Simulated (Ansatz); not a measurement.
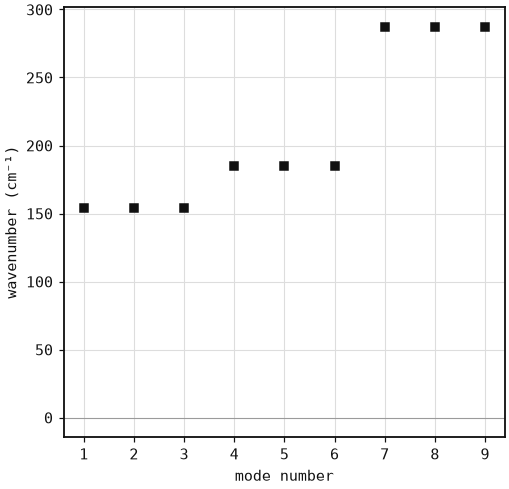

The figure shows the zone-centre optical phonon frequencies (the three acoustic modes are left out).

Computed with Ansatz 0.2.0: harmonic phonon frequencies at the zone centre with atoms at rest in the given cell, without the long-range term of polar modes, the three translations left out, imaginary frequencies are negative; plane waves with PAW datasets, Γ-centred k mesh. Level: PBEsol, no spin polarisation.

> For which of these solids was it computed?
A. Ti₂O, P-3m1 (No. 164), 11.9 Å³/atom
B. AlGa₃N₄, P-43m (No. 215), 10.9 Å³/atom
C. AlCu₃, Fm-3m (No. 225), 12.2 Å³/atom

C, AlCu₃: modes from 154.2 to 287.3 cm⁻¹. The others give: AlGa₃N₄, modes from 188.6 to 708.5 cm⁻¹; Ti₂O, modes from 159.4 to 503.6 cm⁻¹.

For AlCu₃, limits of the calculation: metal sensitive to the k mesh.

For AlGa₃N₄, limits of the calculation: field response not converged on the k mesh.

For Ti₂O, limits of the calculation: metal sensitive to the k mesh; no spin polarisation, a magnetic state may lie lower.
